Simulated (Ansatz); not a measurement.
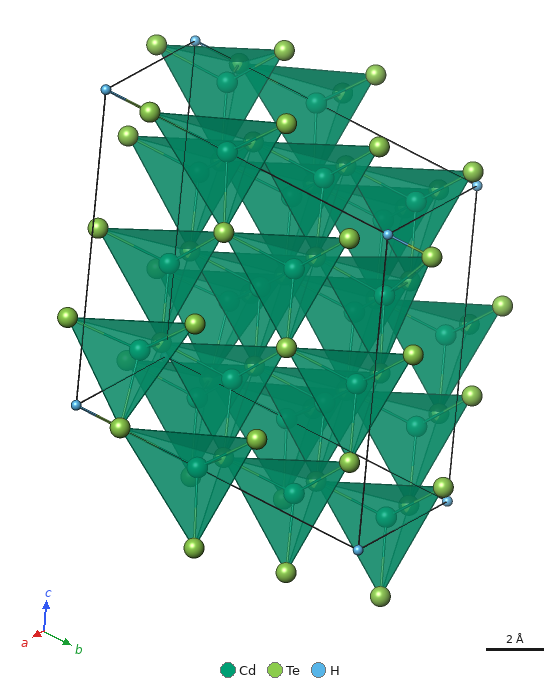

The crystal in a polyhedral representation, seen slightly off an axis. The lines enclose the simulation cell; boundary atoms appear with their images. Some neighbours outside the box are added.

Cd₁₆Te₁₆H, a = 11.46 Å, b = 11.46 Å, c = 11.46 Å, α = 109.47°, β = 109.47°, γ = 109.47°.

Computational set-up: Ansatz 0.2.0, DFT PBE, scalar-relativistic, plane waves, PAW, E_cut = 420 eV, k-point mesh 2×2×2, Gaussian smearing of 0.01 eV, collinear spins.

What is the electronic character?

A semiconductor at this level, with a gap of 0.30 eV on the k-mesh (the true edges may lie between mesh points, so the gap can be somewhat smaller).

Origin of the cell: a structure listed in the Materials Project, repeated into a supercell with a point defect put in. The atoms were relaxed in a fixed cell with Ansatz, DFT PBE, scalar-relativistic, plane waves, PAW.
